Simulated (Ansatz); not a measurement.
```yaml
crystal:
  lattice:
    - [2.64686, 0.00000, 0.00000]
    - [-1.32343, 2.29380, 0.00000]
    - [0.00000, 0.00000, 2.48735]
  atoms:
    - { symbol: Si, position: [0.00000, 0.00000, 0.00000] }
```

Space group P6/mmm; a structure generated by program, which may or may not match a known phase.

These are results of DFT PBE, scalar-relativistic, plane waves, PAW in Ansatz, not measurements.

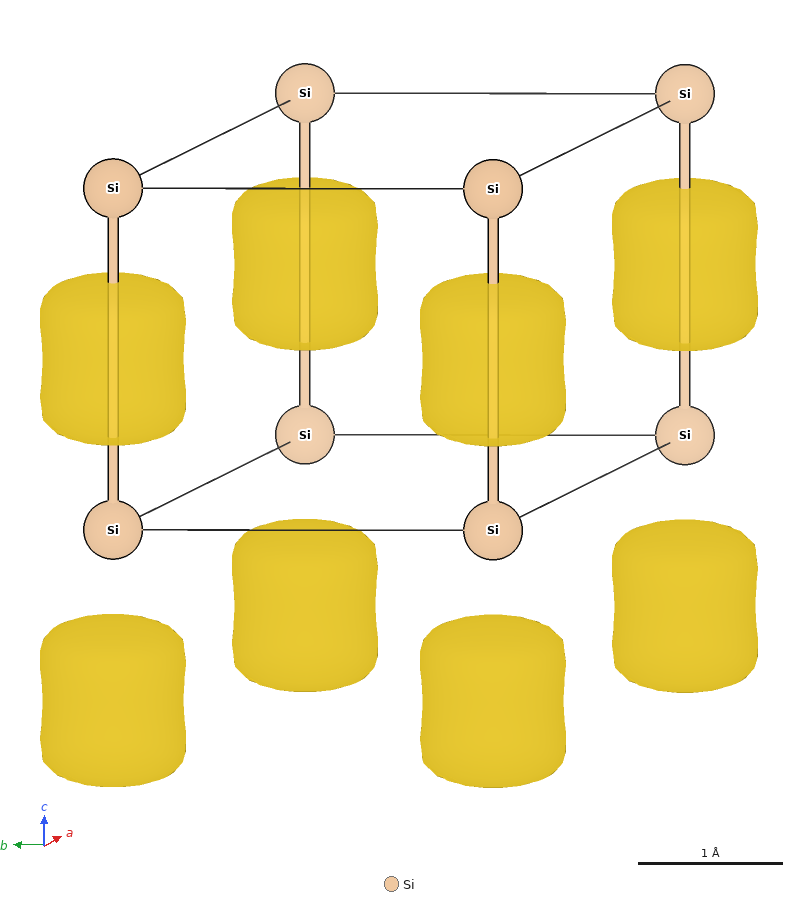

Si. Isosurface of the electron localisation function at 0.75 (yellow), seen at an oblique angle. Only the valence region is drawn (cores and ρ < 0.01 e/Å³ removed). Sticks mark near contacts.

Core electrons are frozen (PAW), and the valence fields are smoothed inside the atomic spheres.

Identify the bonds, lone pairs and shells in this picture.

The surface consists of one region between bonded Si–Si atoms, counted in one cell of 1 atoms. Any copies at cell faces, edges or corners count once.

Values along the shortest contacts:
Si–Si (2.49 Å): the ELF peaks at about 0.90 between the atoms.

Metal or insulator at this level of theory?

It is gapless in this calculation (a metal or semimetal).
